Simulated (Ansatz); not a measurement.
# ScAl7N8: geometry relaxation (part 2 of 2)

The same run, continued: ScAl7N8 (P3m1, 16 atoms in the cell); DFT PBEsol, scalar-relativistic, plane waves, PAW, no spin polarisation (Ansatz 0.2.0); cutoff 420 eV, 6×6×6 k-mesh, Gaussian smearing of 0.02 eV. The structure was built on a prototype by a generator; it need not be a known phase.

## Output, continued
```
  k-point 0: bands = ["-39.2093", "-18.1443", "-18.1443", "-18.0983", "-7.5071", "-5.7125", "-5.7125", "-5.5813", "-5.3775", "-5.0436", "-4.8459", "-4.8459", "1.6721", "1.9572", "1.9572", "2.3183", "3.1859", "3.1859", "3.9209", "3.9209", "4.2176", "4.7476", "5.1034", "5.2132", "5.2132", "5.7316", "5.7316", "6.3300", "6.3383", "6.3383", "6.5331", "6.8061", "6.8061", "6.8880", "6.8880", "7.2219", "11.1517", "11.7436", "11.7436", "12.0714", "12.1900", "12.1900", "12.9998", "13.6758", "13.6758", "13.7967", "15.0374", "15.3584", "15.3584", "15.9729", "15.9729", "16.7450"]
  k-point 1: bands = ["-39.2093", "-18.1446", "-18.1443", "-18.0983", "-7.4228", "-5.9227", "-5.7244", "-5.5724", "-5.3421", "-5.0357", "-4.8363", "-4.8244", "1.7492", "2.0781", "2.1364", "2.4927", "3.2578", "3.3535", "3.6229", "3.8759", "4.3092", "4.5912", "4.8989", "5.2090", "5.2767", "5.7187", "5.7528", "6.0392", "6.2184", "6.4033", "6.4179", "6.5072", "6.7542", "6.8343", "6.9060", "7.2082", "11.5629", "11.7381", "11.8850", "12.2014", "12.2387", "12.2649", "13.3226", "13.7076", "13.8681", "14.0349", "14.9895", "15.3916", "15.4458", "15.7795", "16.0015", "16.7456"]
  k-point 2: bands = ["-39.2093", "-18.1452", "-18.1445", "-18.0983", "-7.1829", "-6.3329", "-5.7474", "-5.6023", "-5.2492", "-5.0207", "-4.8365", "-4.8180", "1.9832", "2.4145", "2.5716", "2.9594", "3.1190", "3.3180", "3.7990", "3.8024", "4.2931", "4.4509", "4.5301", "4.7405", "5.3386", "5.3994", "5.6992", "5.7162", "5.8185", "6.0927", "6.3335", "6.4804", "6.7530", "6.7915", "7.0201", "7.1473", "11.7087", "11.9668", "12.2319", "12.5269", "12.5422", "12.5461", "13.5967", "13.9836", "14.2484", "14.4538", "14.9059", "15.4070", "15.7231", "15.7585", "16.1741", "16.4788"]
  k-point 33: bands = ["-39.2092", "-18.1446", "-18.1442", "-18.1098", "-6.0585", "-6.0521", "-5.9323", "-5.8785", "-5.7936", "-5.4205", "-5.0219", "-4.9489", "2.4388", "2.5884", "2.9012", "2.9152", "3.0759", "3.0826", "3.1467", "3.4071", "4.3349", "4.3499", "5.1483", "5.2517", "5.3381", "5.5206", "5.5512", "5.7351", "5.9487", "6.0156", "6.2507", "6.2924", "6.4326", "6.5102", "7.0011", "7.1164", "12.0657", "12.3024", "12.5558", "12.6362", "13.2869", "13.7977", "13.9205", "14.1721", "14.2346", "14.7640", "14.7666", "15.0516", "15.7652", "16.0869", "16.0878", "16.2314"]
--- Relaxed structure (4 steps of the walk, 4 accepted, 1 SCFs on fresh bases) ---
  F+E_penalty+E_count = -8834.49524645 eV   max|allowed force component| = 1.937e-3 eV/Å   (the final SCF, on the basis selected at the relaxed cell)
  cell:  # Å, volume = 174.0985 Å³
    - [5.749105044402132e-35, -2.8745525222010653e-35, -5.0070062946232]
    - [3.168204122711114, 5.487490509284831, -4.883215266796664e-36]
    - [3.168204122711114, -5.487490509284831, -6.801441465312794e-35]
  atoms:
    - { symbol: Sc, position: [0.009839642734879868, 0.16666666666666663, 0.3333333333333333] }
    - { symbol: Al, position: [0.0024281536150196847, 0.16776673158140226, 0.8338833657907012] }
    - { symbol: Al, position: [0.0024281536150196847, 0.6661166342092988, 0.3322332684185975] }
    - { symbol: Al, position: [0.0024281536150196847, 0.6661166342092989, 0.8338833657907013] }
    - { symbol: Al, position: [0.5002151611410024, 0.3364579928254188, 0.6729159856508375] }
    - { symbol: Al, position: [0.5002151611410024, 0.3364579928254188, 0.16354200717458134] }
    - { symbol: Al, position: [0.5031288987688912, 0.8333333333333335, 0.6666666666666667] }
    - { symbol: Al, position: [0.5002151611410024, 0.8270840143491627, 0.16354200717458128] }
    - { symbol: N, position: [0.5866813259651822, 0.16666666666666663, 0.3333333333333333] }
    - { symbol: N, position: [0.6208532631831032, 0.16526675866020157, 0.8326333793301008] }
    - { symbol: N, position: [0.6208532631831032, 0.6673666206698992, 0.33473324133979826] }
    - { symbol: N, position: [0.6208532631831032, 0.6673666206698993, 0.832633379330101] }
    - { symbol: N, position: [0.12355400699466053, 0.34381353579875396, 0.6876270715975079] }
    - { symbol: N, position: [0.12355400699466053, 0.34381353579875396, 0.15618646420124607] }
    - { symbol: N, position: [0.11919837782968856, 0.8333333333333335, 0.6666666666666667] }
    - { symbol: N, position: [0.12355400699466053, 0.8123729284024921, 0.15618646420124593] }
```

## Trajectory as extended XYZ (Å, eV, eV/Å), 5 frames, from step=1 to step=5
```
16
Lattice="0.0000 0.0000 -5.0023 3.1714 5.4930 0.0000 3.1714 -5.4930 0.0000" Properties=species:S:1:pos:R:3:forces:R:3 step=1 energy=-8834.49432 pressure_GPa=-0.25
Sc    1.5857   -0.9155   -0.0473    0.0000   0.0000  -0.0472
Al    3.1764   -3.6591   -0.0136    0.0061   0.0035  -0.0077
Al    3.1664    1.8339   -0.0136   -0.0061   0.0035  -0.0077
Al    4.7571   -0.9213   -0.0136    0.0000  -0.0070  -0.0077
Al    3.2030   -1.8492   -2.5037   -0.0419   0.0242   0.0329
Al    1.5857    0.9520   -2.5037    0.0000  -0.0484   0.0329
Al    4.7571    0.9155   -2.5207    0.0000   0.0000   0.0374
Al    3.1398    3.6438   -2.5037    0.0419   0.0242   0.0329
N     1.5857   -0.9155   -2.9295    0.0000   0.0000  -0.0399
N     3.1647   -3.6659   -3.1053   -0.0004  -0.0003  -0.0058
N     3.1781    1.8272   -3.1053    0.0004  -0.0003  -0.0058
N     4.7571   -0.9078   -3.1053    0.0000   0.0005  -0.0058
N     3.2712   -1.8886   -0.6161   -0.0024   0.0014  -0.0087
N     1.5857    1.0307   -0.6161    0.0000  -0.0027  -0.0087
N     4.7571    0.9155   -0.5977    0.0000   0.0000   0.0179
N     3.0716    3.6044   -0.6161    0.0024   0.0014  -0.0087
16
Lattice="0.0000 0.0000 -5.0054 3.1694 5.4896 0.0000 3.1694 -5.4896 0.0000" Properties=species:S:1:pos:R:3:forces:R:3 step=2 energy=-8834.49542 pressure_GPa=-0.10
Sc    1.5847   -0.9149   -0.0522    0.0000   0.0000   0.0183
Al    3.1748   -3.6566   -0.0122   -0.0043  -0.0025   0.0024
Al    3.1641    1.8330   -0.0122    0.0043  -0.0025   0.0024
Al    4.7541   -0.9211   -0.0122    0.0000   0.0049   0.0024
Al    3.1996   -1.8473   -2.5045   -0.0108   0.0062   0.0073
Al    1.5847    0.9498   -2.5045    0.0000  -0.0124   0.0073
Al    4.7541    0.9149   -2.5185    0.0000   0.0000   0.0068
Al    3.1392    3.6423   -2.5045    0.0108   0.0062   0.0073
N     1.5847   -0.9149   -2.9376    0.0000   0.0000   0.0134
N     3.1627   -3.6636   -3.1067    0.0015   0.0009  -0.0061
N     3.1762    1.8260   -3.1067   -0.0015   0.0009  -0.0061
N     4.7541   -0.9071   -3.1067    0.0000  -0.0017  -0.0061
N     3.2694   -1.8876   -0.6174   -0.0028   0.0016  -0.0148
N     1.5847    1.0304   -0.6174    0.0000  -0.0032  -0.0148
N     4.7541    0.9149   -0.5957    0.0000   0.0000  -0.0050
N     3.0694    3.6020   -0.6174    0.0028   0.0016  -0.0148
16
Lattice="0.0000 0.0000 -5.0061 3.1686 5.4881 0.0000 3.1686 -5.4881 0.0000" Properties=species:S:1:pos:R:3:forces:R:3 step=3 energy=-8834.49573 pressure_GPa=-0.01
Sc    1.5843   -0.9147   -0.0508    0.0000   0.0000   0.0109
Al    3.1738   -3.6557   -0.0123   -0.0017  -0.0010   0.0034
Al    3.1633    1.8324   -0.0123    0.0017  -0.0010   0.0034
Al    4.7528   -0.9208   -0.0123    0.0000   0.0020   0.0034
Al    3.1985   -1.8466   -2.5046   -0.0044   0.0026   0.0056
Al    1.5843    0.9492   -2.5046    0.0000  -0.0051   0.0056
Al    4.7528    0.9147   -2.5187    0.0000   0.0000   0.0020
Al    3.1386    3.6415   -2.5046    0.0044   0.0026   0.0056
N     1.5843   -0.9147   -2.9372    0.0000   0.0000   0.0027
N     3.1619   -3.6626   -3.1076    0.0000   0.0000  -0.0040
N     3.1752    1.8255   -3.1076    0.0000   0.0000  -0.0040
N     4.7528   -0.9070   -3.1076    0.0000   0.0000  -0.0040
N     3.2683   -1.8870   -0.6180   -0.0008   0.0005  -0.0091
N     1.5843    1.0299   -0.6180    0.0000  -0.0009  -0.0091
N     4.7528    0.9147   -0.5962    0.0000   0.0000  -0.0036
N     3.0688    3.6011   -0.6180    0.0008   0.0005  -0.0091
16
Lattice="0.0000 0.0000 -5.0070 3.1682 5.4875 0.0000 3.1682 -5.4875 0.0000" Properties=species:S:1:pos:R:3:forces:R:3 step=4 energy=-8834.49578 pressure_GPa=0.00
Sc    1.5841   -0.9146   -0.0493    0.0000   0.0000  -0.0020
Al    3.1734   -3.6553   -0.0122    0.0000   0.0000  -0.0006
Al    3.1630    1.8322   -0.0122    0.0000   0.0000  -0.0006
Al    4.7523   -0.9206   -0.0122    0.0000   0.0000  -0.0006
Al    3.1979   -1.8463   -2.5046    0.0009  -0.0005  -0.0004
Al    1.5841    0.9489   -2.5046    0.0000   0.0010  -0.0004
Al    4.7523    0.9146   -2.5192    0.0000   0.0000  -0.0009
Al    3.1385    3.6412   -2.5046   -0.0009  -0.0005  -0.0004
N     1.5841   -0.9146   -2.9375    0.0000   0.0000   0.0015
N     3.1616   -3.6622   -3.1086    0.0002   0.0001   0.0004
N     3.1749    1.8253   -3.1086   -0.0002   0.0001   0.0004
N     4.7523   -0.9069   -3.1086    0.0000  -0.0002   0.0004
N     3.2678   -1.8867   -0.6186   -0.0005   0.0003   0.0009
N     1.5841    1.0296   -0.6186    0.0000  -0.0006   0.0009
N     4.7523    0.9146   -0.5968    0.0000   0.0000   0.0006
N     3.0686    3.6008   -0.6186    0.0005   0.0003   0.0009
16
Lattice="0.0000 0.0000 -5.0070 3.1682 5.4875 0.0000 3.1682 -5.4875 0.0000" Properties=species:S:1:pos:R:3:forces:R:3 step=5 energy=-8834.49525 pressure_GPa=-0.00
Sc    1.5841   -0.9146   -0.0493    0.0000   0.0000  -0.0019
Al    3.1734   -3.6553   -0.0122    0.0000   0.0000  -0.0006
Al    3.1630    1.8322   -0.0122    0.0000   0.0000  -0.0006
Al    4.7523   -0.9206   -0.0122    0.0000   0.0000  -0.0006
Al    3.1979   -1.8463   -2.5046    0.0009  -0.0005  -0.0004
Al    1.5841    0.9489   -2.5046    0.0000   0.0010  -0.0004
Al    4.7523    0.9146   -2.5192    0.0000   0.0000  -0.0009
Al    3.1385    3.6412   -2.5046   -0.0009  -0.0005  -0.0004
N     1.5841   -0.9146   -2.9375    0.0000   0.0000   0.0015
N     3.1616   -3.6622   -3.1086    0.0002   0.0001   0.0003
N     3.1749    1.8253   -3.1086   -0.0002   0.0001   0.0003
N     4.7523   -0.9069   -3.1086    0.0000  -0.0002   0.0003
N     3.2678   -1.8867   -0.6186   -0.0005   0.0003   0.0009
N     1.5841    1.0296   -0.6186    0.0000  -0.0006   0.0009
N     4.7523    0.9146   -0.5968    0.0000   0.0000   0.0005
N     3.0686    3.6008   -0.6186    0.0005   0.0003   0.0009
```

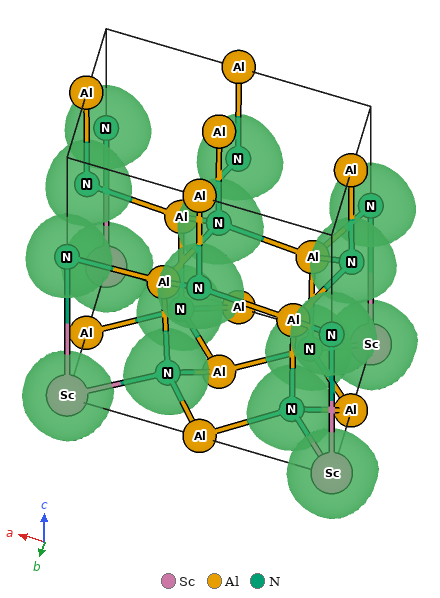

Figure 1. Isosurface of the valence pseudo-density at 0.8 e/Å³ (green), seen at an oblique angle. Sticks mark near contacts. The outline is the cell set on symmetry axes. At this value the density breaks into separate islands; it holds about 55 % of the electrons treated as valence (semicore included). It is pinched off along the Al–N (1.87 Å), Sc–N (2.03 Å), Al–N (1.91 Å) and Sc–N (2.12 Å) contacts. On the grid the lowest density along these lines, outside the cores, is 0.57 e/Å³ (Al–N, 1.87 Å), 0.68 e/Å³ (Sc–N, 2.03 Å), 0.54 e/Å³ (Al–N, 1.91 Å) and 0.55 e/Å³ (Sc–N, 2.12 Å). The fields are those of the smooth PAW valence density.

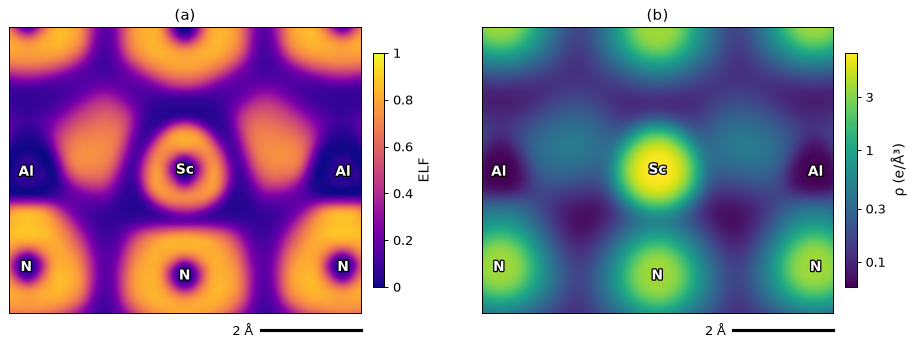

Figure 2. (a) electron localisation function; (b) valence electron density on the (010) plane of the conventional cell. Atoms in the plane: Sc, Al and N. Al–N (1.91 Å): ρ at the midpoint is about 0.66 e/Å³; the ELF is about 0.85 at the midpoint. Sc–N (2.12 Å): the density is about 0.55 e/Å³ at the midpoint; the ELF is about 0.20 at the midpoint. Away from the nuclei the density in this plane falls to 0.07 e/Å³ at its lowest. The strong features right at Sc lie inside the PAW spheres (semicore, d or f shells) and say nothing about bonding.

This output came from the following input.

## Input
```yaml
crystal:
  lattice:
    - [0.0, 0.0, -5.0022756238]
    - [3.1713982817, 5.4930229549, 0.0]
    - [3.1713982817, -5.4930229549, 0.0]
  atoms:
    - { symbol: Sc, position: [0.009455229, 0.1666666667, 0.3333333333] }
    - { symbol: Al, position: [0.0027218293, 0.1677165335, 0.8338582667] }
    - { symbol: Al, position: [0.0027218293, 0.6661417333, 0.3322834665] }
    - { symbol: Al, position: [0.0027218293, 0.6661417333, 0.8338582667] }
    - { symbol: Al, position: [0.5005218369, 0.3366517042, 0.6733034084] }
    - { symbol: Al, position: [0.5005218369, 0.3366517042, 0.1633482958] }
    - { symbol: Al, position: [0.5039026252, 0.8333333333, 0.6666666667] }
    - { symbol: Al, position: [0.5005218369, 0.8266965916, 0.1633482958] }
    - { symbol: "N", position: [0.5856238445, 0.1666666667, 0.3333333333] }
    - { symbol: "N", position: [0.6207735755, 0.1652635826, 0.8326317913] }
    - { symbol: "N", position: [0.6207735755, 0.6673682087, 0.3347364174] }
    - { symbol: "N", position: [0.6207735755, 0.6673682087, 0.8326317913] }
    - { symbol: "N", position: [0.1231623681, 0.3438212638, 0.6876425276] }
    - { symbol: "N", position: [0.1231623681, 0.3438212638, 0.1561787362] }
    - { symbol: "N", position: [0.119479472, 0.8333333333, 0.6666666667] }
    - { symbol: "N", position: [0.1231623681, 0.8123574724, 0.1561787362] }
basis:
  ecutwfc: 420
kpoints:
  mp_grid: { grid: [6, 6, 6] }
hamiltonian:
  xc: pbesol
scf:
  occupations: { method: gaussian, width: 0.02 }
output:
  forces: true
  stress: true
  eigenvalues: true
  write_density: true
  write_potential: true
  elf: true
  volumetric_format: npy
relax:
  adjacent_minimum: "off"
  f_tol: 0.005
  max_steps: 80
  cell: { stress_tol: 0.05 }
```

Command:
```bash
ansatz run input.yaml --threads 4 --pin off --max-ram 10240MiB --backend cpu --events-out ev --progress --plain --runs-dir out
```

## Summary

- outcome: converged
- space group (tolerance 0.01 Å): P3m1 (156)
- electrons treated: 72
- free energy: −8834.4952 eV
- Fermi energy: 9.187 eV
- gap on the k-point mesh: 3.93 eV
- pressure: 0.00 GPa
- final volume: 174.10 Å³
- largest force (length of the vector) at the end: 0.002 eV/Å
- final cell: a = 5.007 Å, b = 6.336 Å, c = 6.336 Å, α = 120.00°, β = 90.00°, γ = 90.00°
- hardware: 4 threads of AMD EPYC (Zen 5), 24 GiB of memory available, shared host
- wall time: 12 s (CPU time 48 s)
- peak memory: 0.73 GiB
